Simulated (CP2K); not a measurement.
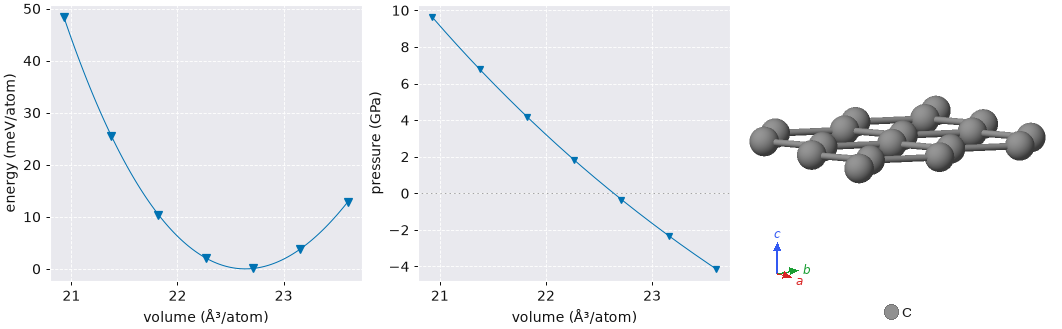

Plotted: energy and pressure against volume for C, space group P6/mmm (No. 191). The slab (repeated in the plane, vacuum cut away) is drawn beside the plot.

Cell as given: a = 2.456 Å, b = 2.456 Å, c = 8.524 Å, α = 90.00°, β = 90.00°, γ = 120.00°; 2 atoms.

Method: DFT in Gaussian orbitals with a plane-wave density, no spin polarisation; energies at scaled volumes of the given cell, shape and fractions fixed, counted from the fit's minimum, third-order Birch-Murnaghan fit (CP2K 2026.2). Level: PBE.

| setting | value |
| --- | --- |
| k mesh | 12×12×3 |
| occupations | Fermi–Dirac |
| smearing width | 0.05 eV |
| potentials | GTH PBE with UZH TZVP basis |
| density cutoff | 6123 eV |
| program settings | ngrids 5, basis sets C TZVP-MOLOPT-PBE-GTH-q4, cutoff ry 450 Ry, rel cutoff ry 60 Ry |

Q: How stiff is the solid, and where is its volume at rest?

A: A third-order Birch–Murnaghan fit gives V0 = 22.64 Å³/atom, B0 = 107 GPa and B′ = 3.5.

Q: How does the pressure vary with volume?

A: It falls from 9.62 GPa at volume 20.93 Å³/atom to −4.13 GPa at 23.60 Å³/atom, and changes sign near 22.64 Å³/atom.

Keep in mind: shape and atomic fractions are frozen while scaling, which makes layered, chain and framework solids too stiff.

The computed values:

| volume (Å³/atom) | energy (meV/atom) | pressure (GPa) |
| --- | --- | --- |
| 20.93 | 48.33 | 9.62 |
| 21.38 | 25.60 | 6.78 |
| 21.82 | 10.40 | 4.19 |
| 22.27 | 2.09 | 1.82 |
| 22.71 | 0.08 | −0.34 |
| 23.16 | 3.82 | −2.32 |
| 23.60 | 12.82 | −4.13 |
